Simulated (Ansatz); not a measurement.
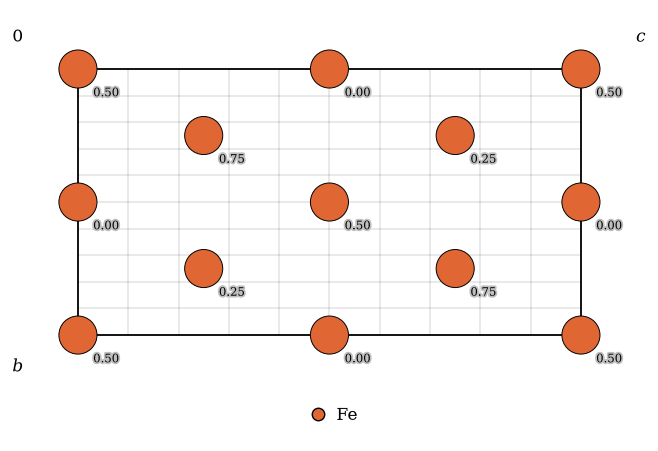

Plan of a unit cell projected along a (b down the page, c across); the numbers are heights as fractions of a, and atoms on the cell's edges are repeated. The grid marks tenths of b and c. Source: the end point of a relaxation with DFT, LDA (PW92), plane waves (420 eV) with PAW, scalar-relativistic in Ansatz 0.2.0; the starting structure was generated, so it need not be a known form of this composition. All values are computed from the atomic coordinates in the standard setting (tolerance 0.002 Å).

a = 2.366 Å, b = 4.190 Å, c = 7.922 Å, α = 90.00°, β = 90.00°, γ = 90.00°.

Q: What does the cell contain?

A: 8 Fe: Fe, Z = 8.

Q: Which space group?

A: Fddd, No. 70, origin choice 1, face-centred orthorhombic.

Q: Give the independent sites, coordinates to two places.

A:
```json
{"atom": "Fe", "site": "8b", "symmetry": "222", "x": "0.50", "y": "0.50", "z": "0.50"}
```
